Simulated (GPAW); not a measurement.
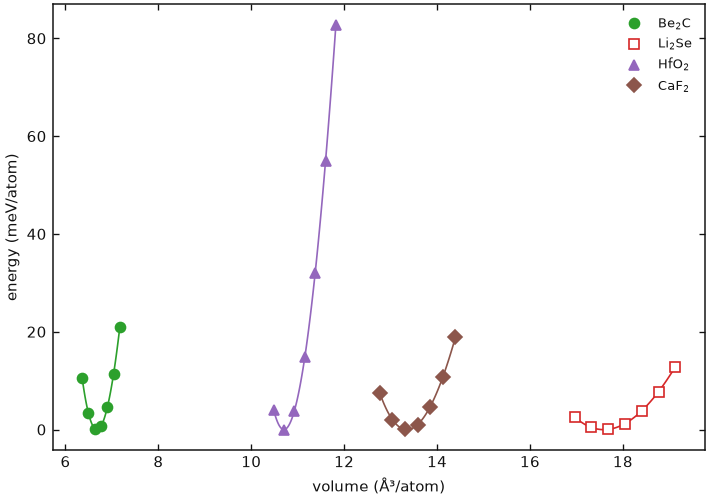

The figure shows the energy against volume, with one curve for each compound, for Be₂C, CaF₂, HfO₂ and Li₂Se (all in space group Fm-3m (No. 225)).

Computed with GPAW 26.7.0: PAW DFT in plane waves, on a grid or in atomic orbitals, no spin polarisation; energies at scaled volumes of the given cell, shape and fractions fixed, counted from the fit's minimum, third-order Birch-Murnaghan fit. Level: PBEsol.

occupations Fermi–Dirac; smearing width 0.05 eV; potentials PAW data sets made by gpaw setup for the functional; wave cutoff 800 eV.

Settings that differ: Be2C: k mesh 11×11×11; Li2Se: k mesh 8×8×8; HfO2: k mesh 9×9×9; CaF2: k mesh 8×8×8.

**Order the curves by fitted equilibrium volume, smallest first.**

Be₂C 6.678, HfO₂ 10.703, CaF₂ 13.350, Li₂Se 17.589 Å³/atom.

**Order the curves by fitted bulk modulus, smallest first.**

Li₂Se 35.1, CaF₂ 86.0, Be₂C 206.4, HfO₂ 270.9 GPa.

The computed values:

Be₂C:
```csv
volume (Å³/atom),energy (meV/atom)
6.3593,10.55
6.4946,3.39
6.6299,0.23
6.7652,0.71
6.9005,4.54
7.0358,11.40
7.1711,21.04
```

Li₂Se:
```csv
volume (Å³/atom),energy (meV/atom)
16.96,2.60
17.32,0.45
17.68,0.06
18.05,1.24
18.41,3.85
18.77,7.77
19.13,12.85
```

HfO₂:
```csv
volume (Å³/atom),energy (meV/atom)
10.48,3.97
10.71,0.00
10.93,3.88
11.15,14.83
11.38,32.05
11.60,54.88
11.82,82.81
```

CaF₂:
```csv
volume (Å³/atom),energy (meV/atom)
12.76,7.55
13.04,2.04
13.31,0.09
13.58,0.99
13.85,4.70
14.12,10.72
14.39,18.88
```
